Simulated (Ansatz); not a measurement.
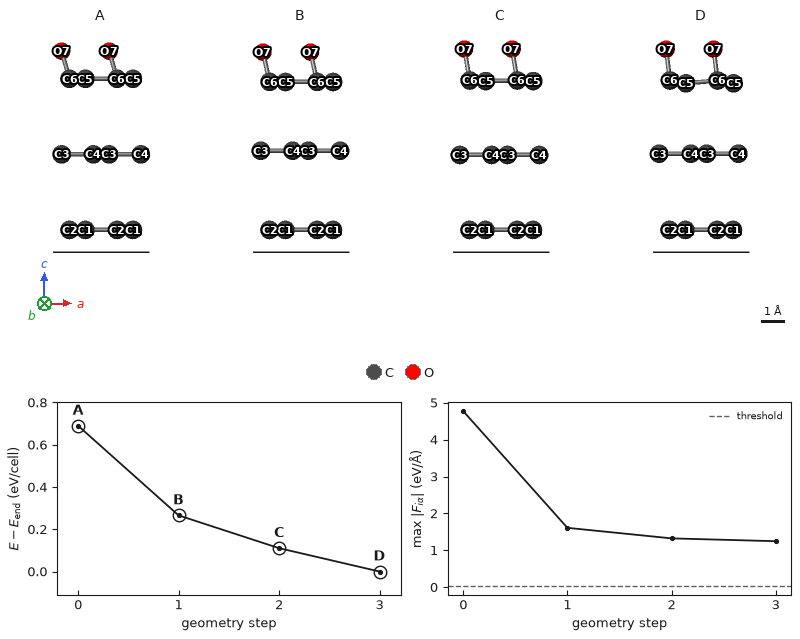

Frames of a constrained relaxation of a slab of composition C₆O (cut from the Fmmm phase), marked on the history of the run. The picture is a ball-and-stick view of the 2 × 3 repeat of the cell, outlined in the plane, without the vacuum, seen along the b axis.

Case: O put at a bridge C-C site. The slab is the (0 0 1) face of C with O on it. 2 atoms are held fixed.

Theory: Ansatz 0.2.0, DFT PBE+D3(BJ), scalar-relativistic, plane waves, PAW. Settings: plane-wave cutoff 420 eV; k-point mesh 12 × 12 × 1; occupations gaussian; smearing width 0.05 eV; collinear spin; dipole correction; atoms relaxed in a fixed cell; force threshold 0.03 eV/Å; at most 70 steps.

### What happens along the run?

The run was cut off at its time limit before the relaxation converged, so the last structure is only a point on the way. The atom that moves furthest is O7 (0.27 Å at 71° to the normal (+c side)). Largest moves by element: O 0.27 Å, C 0.24 Å. The cell stays as it was. Near-neighbour distances that change, for instance: C6–O7 1.430 → 1.454 Å, C5–C6 1.423 → 1.439 Å. Bond angles that change, for instance: C5–C6–O7 75.6° → 88.1°, C5–C6–O7 75.6° → 87.1°, C5–C6–O7 119.9° → 110.0°. Over 3 geometry steps the energy falls by 0.690 eV per cell of the calculation. The largest force component goes from 4.8 to 1.2 eV/Å. The program noted that the starting moments weren't kept. The run took 11 min on 1 thread of Intel(R) Xeon(R) Platinum 8259CL CPU @ 2.50GHz (Skylake/Cascade Lake) (shared host), peak memory 0.72 GiB. From step 0 to 1: C atoms move most (0.17 Å), energy −0.424 eV per cell of the calculation. From step 1 to 2: C atoms move most (0.20 Å), energy −0.155 eV per cell of the calculation. From step 2 to 3: C5 moves most (0.11 Å), energy −0.111 eV per cell of the calculation.

```csv
step,"E − E(0), meV/atom","largest force component, eV/Å"
0,0.00,4.7700
1,-60.60,1.6089
2,-82.77,1.3231
3,-98.55,1.2466
```

Limits of the set-up: the periodic images lie only 2.5 Å apart, so the values are limited by the cell's size.
